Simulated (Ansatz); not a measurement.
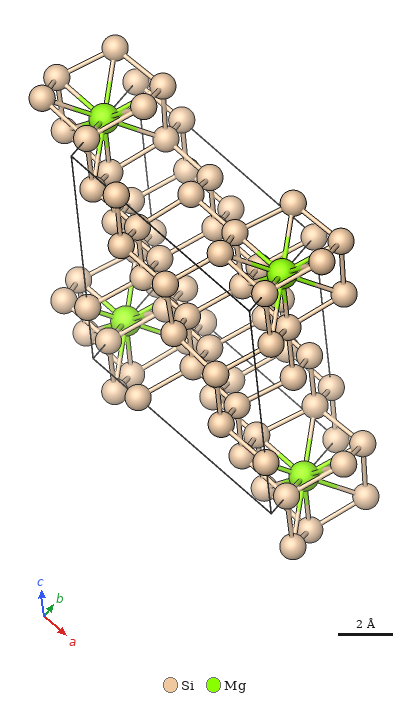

*The starting structure (ball-and-stick view of the cell of the calculation, seen slightly off an axis; bonded neighbours outside the cell are drawn too).*

# Nudged elastic band, with input and output: MgSi₃₂ (charge +2) (part 1 of 3)

MgSi₃₂ (defect cell, 33 atoms in the cell, total charge +2), computed with DFT PBE, scalar-relativistic, plane waves, PAW, no spin polarisation (Ansatz 0.2.0).

The structure derives from a Materials Project entry. It belongs to a series of runs on one base structure; here: climbing-image band for the jump of Mg by 2.37 A.

The input
```yaml
crystal:
  lattice:
    - [-5.4700936587, 5.4700936587, -5.4700936587]
    - [5.4700936587, 5.4700936587, 5.4700936587]
    - [5.4700936587, -5.4700936587, -5.4700936587]
  atoms:
    - { symbol: Si, position: [0.2497608886, 0.2480782329, 0.7480750548] }
    - { symbol: Si, position: [-2.84824e-05, 0.499993597, 0.7348552418] }
    - { symbol: Si, position: [0.4983149481, 0.2502511048, 0.4983139801] }
    - { symbol: Si, position: [0.7480706711, 0.749749666, 0.7480702414] }
    - { symbol: Si, position: [0.2519761162, 0.49999956, 0.5017070578] }
    - { symbol: Si, position: [0.4983035177, -0.0016951683, 0.7502585529] }
    - { symbol: Si, position: [-4.6002e-06, 0.7519277166, 0.5016841724] }
    - { symbol: Si, position: [0.7480726236, 0.2480763034, 0.249753873] }
    - { symbol: Si, position: [0.5016977137, 0.4999994282, 0.2519414242] }
    - { symbol: Si, position: [0.7502798781, -0.0017059784, 0.4982918627] }
    - { symbol: Si, position: [-2.9345e-05, 0.234811986, -1.96464e-05] }
    - { symbol: Si, position: [0.2651811751, 0.7652036668, 0.265190716] }
    - { symbol: Si, position: [-2.6702e-06, 0.0016954543, 0.2519504533] }
    - { symbol: Si, position: [0.7349043497, 0.4999937732, -1.86834e-05] }
    - { symbol: Si, position: [0.5016883172, 0.7519251119, -3.9272e-06] }
    - { symbol: Si, position: [0.2519822208, 0.0017068876, -2.6912e-06] }
    - { symbol: Si, position: [0.2500054097, 0.2499922028, 0.50000839] }
    - { symbol: Si, position: [3.5294e-05, 0.50000335, 0.4884174886] }
    - { symbol: Si, position: [0.5000182871, 0.2500135883, 0.2500133874] }
    - { symbol: Si, position: [0.7500026702, 0.7499852829, 0.5000026912] }
    - { symbol: Si, position: [0.2539929909, 0.5000033317, 0.253991538] }
    - { symbol: Si, position: [0.5116671019, 0.0116322941, 0.5116449225] }
    - { symbol: Si, position: [1.8513e-05, 0.7539952063, 0.2539920581] }
    - { symbol: Si, position: [0.7460260475, 0.2460111208, -6.4165e-06] }
    - { symbol: Si, position: [0.4884551306, 0.5000031209, 1.39937e-05] }
    - { symbol: Si, position: [0.7499898791, 4.4e-07, 0.2499779059] }
    - { symbol: Si, position: [-3.1338e-06, 0.2460126985, 0.7460194204] }
    - { symbol: Si, position: [0.2539926947, 0.7539932885, 1.01974e-05] }
    - { symbol: Si, position: [3.74089e-05, -0.0116144083, 1.58813e-05] }
    - { symbol: Si, position: [0.7460300736, 0.4999966644, 0.7460217644] }
    - { symbol: Si, position: [0.5000158658, 0.7500065265, 0.7500148051] }
    - { symbol: Si, position: [0.2499902946, 2.2055e-06, 0.7499799813] }
    - { symbol: Mg, position: [0.0001165611, 0.5000240144, 6.63381e-05] }
total_charge: 2
basis:
  ecutwfc: 420
  xc_grid: 2
kpoints:
  mp_grid: { grid: [2, 2, 2], shift: [0.5, 0.5, 0.5] }
hamiltonian:
  xc: pbe
scf:
  occupations: { method: gaussian, width: 0.02 }
output:
  forces: true
neb:
  images: 5
  f_tol: 0.05
  max_iterations: 70
  order_check: false
  final_atoms:
    - { symbol: Si, position: [0.2500149267, 0.246032464, 0.7460260475] }
    - { symbol: Si, position: [-0.0039665908, 0.5000083092, 0.7460300736] }
    - { symbol: Si, position: [0.5000093393, 0.2500010607, 0.5000158658] }
    - { symbol: Si, position: [0.7500173874, 0.749999979, 0.7500026702] }
    - { symbol: Si, position: [0.2500348078, 0.5000221793, 0.5116671019] }
    - { symbol: Si, position: [0.499989439, 1.19732e-05, 0.7499898791] }
    - { symbol: Si, position: [4.6988e-06, 0.7500048997, 0.5000182871] }
    - { symbol: Si, position: [0.7500132069, 0.2499970197, 0.2500054097] }
    - { symbol: Si, position: [0.5039896592, 0.5000014529, 0.2539929909] }
    - { symbol: Si, position: [0.7384520098, -0.011558863, 0.4884551306] }
    - { symbol: Si, position: [-0.0039766932, 0.2460264549, 1.8513e-05] }
    - { symbol: Si, position: [0.2499994062, 0.7539824973, 0.2539926947] }
    - { symbol: Si, position: [-1.19109e-05, 1.03133e-05, 0.2499902946] }
    - { symbol: Si, position: [0.7616518172, 0.5000215277, 3.74089e-05] }
    - { symbol: Si, position: [0.5039841677, 0.7539774458, -3.1338e-06] }
    - { symbol: Si, position: [0.250031944, 0.0116178054, 3.5294e-05] }
    - { symbol: Si, position: [0.249998686, 0.2480449647, 0.4983035177] }
    - { symbol: Si, position: [-0.0019361567, 0.500000968, 0.4983149481] }
    - { symbol: Si, position: [0.5019765562, 0.2502690584, 0.2519761162] }
    - { symbol: Si, position: [0.7516982855, 0.7497562895, 0.5016977137] }
    - { symbol: Si, position: [0.2499775083, 0.4999904591, 0.2651811751] }
    - { symbol: Si, position: [0.4997632053, 0.0016922444, 0.5016883172] }
    - { symbol: Si, position: [0.0002753333, 0.751984912, 0.2519822208] }
    - { symbol: Si, position: [0.7483018755, 0.2480468765, -2.6702e-06] }
    - { symbol: Si, position: [0.515158669, 0.4999903014, -2.9345e-05] }
    - { symbol: Si, position: [0.7516826557, 0.0016858338, 0.2497608886] }
    - { symbol: Si, position: [-0.0150894235, 0.2349230331, 0.7349043497] }
    - { symbol: Si, position: [0.2499779206, 0.7651162758, -2.84824e-05] }
    - { symbol: Si, position: [-0.0019323169, -0.0016887726, -4.6002e-06] }
    - { symbol: Si, position: [0.7483210051, 0.5000004297, 0.7480706711] }
    - { symbol: Si, position: [0.5019858565, 0.7519880155, 0.7502798781] }
    - { symbol: Si, position: [0.2499963202, -0.0016812494, 0.7480726236] }
    - { symbol: Mg, position: [0.2500925468, 0.500050223, 0.0001165611] }
```

Run on 4 threads of Arm Neoverse V1, 24 GiB of memory available, shared host.

Launch command:
```bash
ansatz run input.yaml --threads 4 --pin off --max-ram 8192MiB --backend cpu --events-out ev --progress --plain --runs-dir out
```

What the program printed
```
Warning: neb: disabling space-group detection — the band's intermediate images generally break the endpoint symmetry, so no spatial operation reduces the k-mesh or symmetrises the density, except that a semilocal band can use its path's symmetry ahead of convergence; time reversal is kept, so that k and −k are solved as one point where they differ and the mesh holds both, and exact exchange and, on two spinor components, a DFT+U term hold to it where the run has them: on two components no moment then forms, and a state that bears one, which a typed moment (crystal.atoms[].spin; refused beside efield: under a hybrid functional) reaches, can lie lower, under hf by electronvolts; crystal.symmetry.detect: false (a key that needs symmetry detection or time reversal refuses this as the deck is read) with time_reversal: false beside it drops time reversal too
Engine: ansatz 0.2.0, aarch64-unknown-linux-gnu
Pseudopotentials: kind: paw
Pseudopotential: Si, paw, valence charge 4, recommended cutoff 420 eV (normal), Si.paw.azcp
Pseudopotential: Mg, paw, valence charge 10, recommended cutoff 420 eV (normal), Mg.paw.azcp
Functional definition: PBE
  parameter kappa = 0.804
  parameter beta = 0.06672455060314922
  exchange = pbe_x(kappa = kappa, mu = beta*pi^2/3)
  correlation = pbe_c(beta = beta)
parallel-image band execution: 4 concurrent image workers
NEB image 0
Crystal: 33 atoms, lattice volume = 654.703 Å³
Basis set: ecut = 420 eV, 12839 PW (Γ), exchange–correlation on 128×128×128 points (8 copies of the dense FFT grid, shifted against one another)
Bands: 101, of which v1, the nominal top of the filled ones, is band 68 counted from 1 (67 counted from 0)
Symmetry: 1 space group operations
k-points: 4 of 8 (time reversal used)
Non-local potential: Si, projectors of the file, l = 0: 2, l = 1: 2, l = 2: 2
Non-local potential: Mg, projectors of the file, l = 0: 3, l = 1: 2, l = 2: 1
PAW form: soft (Blöchl's): semilocal exchange-correlation on the pseudo side does not see the compensation charge
PAW one-centre angular grid: Si, 110 points (default); XC on 64 Gauss nodes
PAW one-centre angular grid: Mg, 110 points (default); XC on 64 Gauss nodes
Initial density: superposition of atomic densities (neutral atoms scaled as one to the charged cell's electrons: chi_scale 0, normalization atom), corrected by the library's trained network
Initial wavefunctions: pseudopotential atomic-orbital guess
Functional: x = pbe(κ = 0.804, μ = 0.2195149727645171), c = pbe(β = 0.06672455060314922)
SCF iter   1: F=—  HF=-22281.798345 eV  |F-HF|=—  |Δ(HF+E_count)|=         —  Δρ=8.15e-3  dr2=1.08e0  ethr=1.77e-3  ⟨swp⟩=6.5  Hψ=1958  notcnv=0  defer=62
preconditioner: auto → Resta (q_TF=auto, 2.100 Å⁻¹)  ε∞=5.4  [insulator: Δε(μ)=1.177 eV  Ē_g=7.818 eV  σ=0.020 eV  W_gap=1.00  n_scr=86 (ndim 8)  ℏωp=16.4 eV  f_vac=0.000  D(μ)=0.00/eV (n_scr^D=0)  ε∞_Penn≈5.4]
SCF iter   2: F=—  HF=-22281.540384 eV  |F-HF|=—  |Δ(HF+E_count)|=   2.58e-1  Δρ=3.50e-3  dr2=1.51e-1  ethr=7.97e-4  ⟨swp⟩=3.0  Hψ=787  notcnv=0  defer=96
SCF iter   3: F=—  HF=-22281.494700 eV  |F-HF|=—  |Δ(HF+E_count)|=   4.57e-2  Δρ=9.38e-4  dr2=8.52e-3  ethr=1.11e-4  ⟨swp⟩=3.0  Hψ=634  notcnv=0  defer=102
SCF iter   4: F=—  HF=-22281.492844 eV  |F-HF|=—  |Δ(HF+E_count)|=   1.86e-3  Δρ=1.53e-4  dr2=1.58e-4  ethr=6.27e-6  ⟨swp⟩=2.0  Hψ=596  notcnv=0  defer=102
SCF iter   5: F=—  HF=-22281.492976 eV  |F-HF|=—  |Δ(HF+E_count)|=   1.32e-4  Δρ=3.54e-5  dr2=1.29e-5  ethr=1.16e-7  ⟨swp⟩=2.0  Hψ=569  notcnv=0  defer=102
SCF iter   6: F=—  HF=-22281.492742 eV  |F-HF|=—  |Δ(HF+E_count)|=   2.34e-4  Δρ=1.15e-5  dr2=9.93e-7  ethr=9.46e-9  ⟨swp⟩=2.0  Hψ=676  notcnv=0  defer=102
SCF iter   7: F=-22281.492744 eV  HF=-22281.492744 eV  |F-HF|=3.83e-8  |Δ(HF+E_count)|=   1.20e-6  Δρ=2.94e-6  dr2=4.16e-8  ethr=7.35e-11  ⟨swp⟩=5.0  Hψ=1392  notcnv=0
SCF 1 converged in 7 iterations: F = -22281.492744 eV  dr2 = 4.16e-8
  greatest PAW one-centre occupation: 1.000 electrons in one spin orbital (limit 2), on the Mg atom at site 32 (counted from 0), in its partial waves of l = 0
NSCF: frozen V_eff on 4 k-points
NEB image 6
SCF iter   1: F=—  HF=-22281.798373 eV  |F-HF|=—  |Δ(HF+E_count)|=         —  Δρ=8.15e-3  dr2=1.08e0  ethr=1.77e-3  ⟨swp⟩=6.5  Hψ=1958  notcnv=0  defer=62
SCF iter   2: F=—  HF=-22281.540380 eV  |F-HF|=—  |Δ(HF+E_count)|=   2.58e-1  Δρ=3.50e-3  dr2=1.51e-1  ethr=7.97e-4  ⟨swp⟩=3.0  Hψ=787  notcnv=0  defer=96
SCF iter   3: F=—  HF=-22281.494708 eV  |F-HF|=—  |Δ(HF+E_count)|=   4.57e-2  Δρ=9.38e-4  dr2=8.53e-3  ethr=1.11e-4  ⟨swp⟩=3.0  Hψ=634  notcnv=0  defer=102
SCF iter   4: F=—  HF=-22281.492846 eV  |F-HF|=—  |Δ(HF+E_count)|=   1.86e-3  Δρ=1.53e-4  dr2=1.58e-4  ethr=6.27e-6  ⟨swp⟩=2.0  Hψ=596  notcnv=0  defer=102
SCF iter   5: F=—  HF=-22281.492990 eV  |F-HF|=—  |Δ(HF+E_count)|=   1.44e-4  Δρ=3.54e-5  dr2=1.28e-5  ethr=1.16e-7  ⟨swp⟩=2.0  Hψ=569  notcnv=0  defer=102
SCF iter   6: F=—  HF=-22281.492742 eV  |F-HF|=—  |Δ(HF+E_count)|=   2.48e-4  Δρ=1.15e-5  dr2=9.91e-7  ethr=9.44e-9  ⟨swp⟩=2.0  Hψ=676  notcnv=0  defer=102
SCF iter   7: F=-22281.492744 eV  HF=-22281.492744 eV  |F-HF|=3.80e-8  |Δ(HF+E_count)|=   1.20e-6  Δρ=2.94e-6  dr2=4.15e-8  ethr=7.35e-11  ⟨swp⟩=5.0  Hψ=1399  notcnv=0
SCF 2 converged in 7 iterations: F = -22281.492744 eV  dr2 = 4.15e-8
[... from here on the iterations of each SCF are left out, up to the last one ...]
NSCF: frozen V_eff on 4 k-points
NEB end point (image 0): max|allowed force component| = 2.489e-3 eV/Å (the criterion of neb.relax_end_points is 1.000e-2)
NEB end point (image 6): max|allowed force component| = 2.490e-3 eV/Å (the criterion of neb.relax_end_points is 1.000e-2)
NEB image 1
preconditioner: auto → Resta (q_TF=auto, 2.100 Å⁻¹)  ε∞=5.4  [insulator: Δε(μ)=1.160 eV  Ē_g=7.821 eV  σ=0.020 eV  W_gap=1.00  n_scr=86 (ndim 8)  ℏωp=16.4 eV  f_vac=0.000  D(μ)=0.00/eV (n_scr^D=0)  ε∞_Penn≈5.4]
SCF 3 converged in 7 iterations: F = -22281.035101 eV  dr2 = 4.62e-8
NEB image 2
preconditioner: auto → Resta (q_TF=auto, 2.100 Å⁻¹)  ε∞=5.4  [insulator: Δε(μ)=1.132 eV  Ē_g=7.819 eV  σ=0.020 eV  W_gap=1.00  n_scr=86 (ndim 8)  ℏωp=16.4 eV  f_vac=0.000  D(μ)=0.00/eV (n_scr^D=0)  ε∞_Penn≈5.4]
SCF 4 converged in 7 iterations: F = -22280.232789 eV  dr2 = 4.97e-8
NEB image 3
preconditioner: auto → Resta (q_TF=auto, 2.100 Å⁻¹)  ε∞=5.4  [insulator: Δε(μ)=1.120 eV  Ē_g=7.819 eV  σ=0.020 eV  W_gap=1.00  n_scr=86 (ndim 8)  ℏωp=16.4 eV  f_vac=0.000  D(μ)=0.00/eV (n_scr^D=0)  ε∞_Penn≈5.4]
SCF 5 converged in 7 iterations: F = -22279.851191 eV  dr2 = 5.17e-8
NEB image 4
preconditioner: auto → Resta (q_TF=auto, 2.100 Å⁻¹)  ε∞=5.4  [insulator: Δε(μ)=1.132 eV  Ē_g=7.822 eV  σ=0.020 eV  W_gap=1.00  n_scr=86 (ndim 8)  ℏωp=16.4 eV  f_vac=0.000  D(μ)=0.00/eV (n_scr^D=0)  ε∞_Penn≈5.4]
SCF 6 converged in 7 iterations: F = -22280.233735 eV  dr2 = 5.03e-8
NEB image 5
SCF 7 converged in 7 iterations: F = -22281.036109 eV  dr2 = 4.64e-8
NEB iter   1: max|band force component| = 1.661e0 eV/Å  barrier→ = 1.6416 eV  barrier← = 1.6416 eV  Δτ_max = 0.0715 Å  (49 SCF iters)
NEB image 1
Initial density: handed on by an earlier stage of this run
Initial wavefunctions: those handed on with the density
preconditioner: auto → Resta (q_TF=auto, 2.100 Å⁻¹)  ε∞=5.4  [insulator: Δε(μ)=1.222 eV  Ē_g=7.820 eV  σ=0.020 eV  W_gap=1.00  n_scr=86 (ndim 8)  ℏωp=16.4 eV  f_vac=0.000  D(μ)=0.00/eV (n_scr^D=0)  ε∞_Penn≈5.4]
SCF 8 converged in 6 iterations: F = -22281.210431 eV  dr2 = 8.80e-8
NEB image 2
preconditioner: auto → Resta (q_TF=auto, 2.100 Å⁻¹)  ε∞=5.4  [insulator: Δε(μ)=1.221 eV  Ē_g=7.819 eV  σ=0.020 eV  W_gap=1.00  n_scr=86 (ndim 8)  ℏωp=16.4 eV  f_vac=0.000  D(μ)=0.00/eV (n_scr^D=0)  ε∞_Penn≈5.4]
SCF 9 converged in 7 iterations: F = -22280.631364 eV  dr2 = 6.17e-9
NEB image 3
preconditioner: auto → Resta (q_TF=auto, 2.100 Å⁻¹)  ε∞=5.4  [insulator: Δε(μ)=1.222 eV  Ē_g=7.818 eV  σ=0.020 eV  W_gap=1.00  n_scr=86 (ndim 8)  ℏωp=16.4 eV  f_vac=0.000  D(μ)=0.00/eV (n_scr^D=0)  ε∞_Penn≈5.4]
SCF 10 converged in 7 iterations: F = -22280.352479 eV  dr2 = 5.51e-9
NEB image 4
SCF 11 converged in 7 iterations: F = -22280.632848 eV  dr2 = 6.12e-9
NEB image 5
SCF 12 converged in 6 iterations: F = -22281.212037 eV  dr2 = 8.84e-8
NEB iter   2: max|band force component| = 5.623e-1 eV/Å  barrier→ = 1.1403 eV  barrier← = 1.1403 eV  Δτ_max = 0.0369 Å  (33 SCF iters)
NEB image 1
preconditioner: auto → Resta (q_TF=auto, 2.100 Å⁻¹)  ε∞=5.4  [insulator: Δε(μ)=1.216 eV  Ē_g=7.818 eV  σ=0.020 eV  W_gap=1.00  n_scr=86 (ndim 8)  ℏωp=16.4 eV  f_vac=0.000  D(μ)=0.00/eV (n_scr^D=0)  ε∞_Penn≈5.4]
SCF 13 converged in 5 iterations: F = -22281.217923 eV  dr2 = 9.03e-8
NEB image 2
preconditioner: auto → Resta (q_TF=auto, 2.100 Å⁻¹)  ε∞=5.4  [insulator: Δε(μ)=1.200 eV  Ē_g=7.813 eV  σ=0.020 eV  W_gap=1.00  n_scr=86 (ndim 8)  ℏωp=16.4 eV  f_vac=0.000  D(μ)=0.00/eV (n_scr^D=0)  ε∞_Penn≈5.4]
SCF 14 converged in 6 iterations: F = -22280.676024 eV  dr2 = 3.52e-8
NEB image 3
preconditioner: auto → Resta (q_TF=auto, 2.100 Å⁻¹)  ε∞=5.4  [insulator: Δε(μ)=1.194 eV  Ē_g=7.811 eV  σ=0.020 eV  W_gap=1.00  n_scr=86 (ndim 8)  ℏωp=16.4 eV  f_vac=0.000  D(μ)=0.00/eV (n_scr^D=0)  ε∞_Penn≈5.4]
SCF 15 converged in 6 iterations: F = -22280.420255 eV  dr2 = 4.72e-8
NEB image 4
SCF 16 converged in 6 iterations: F = -22280.677571 eV  dr2 = 3.53e-8
NEB image 5
SCF 17 converged in 5 iterations: F = -22281.219589 eV  dr2 = 9.02e-8
NEB iter   3: max|band force component| = 6.217e-2 eV/Å  barrier→ = 1.0725 eV  barrier← = 1.0725 eV  CI = image 3  Δτ_max = 0.0069 Å  (28 SCF iters)
NEB image 1
preconditioner: auto → Resta (q_TF=auto, 2.100 Å⁻¹)  ε∞=5.4  [insulator: Δε(μ)=1.211 eV  Ē_g=7.817 eV  σ=0.020 eV  W_gap=1.00  n_scr=86 (ndim 8)  ℏωp=16.4 eV  f_vac=0.000  D(μ)=0.00/eV (n_scr^D=0)  ε∞_Penn≈5.4]
SCF 18 converged in 4 iterations: F = -22281.217764 eV  dr2 = 4.35e-8
```
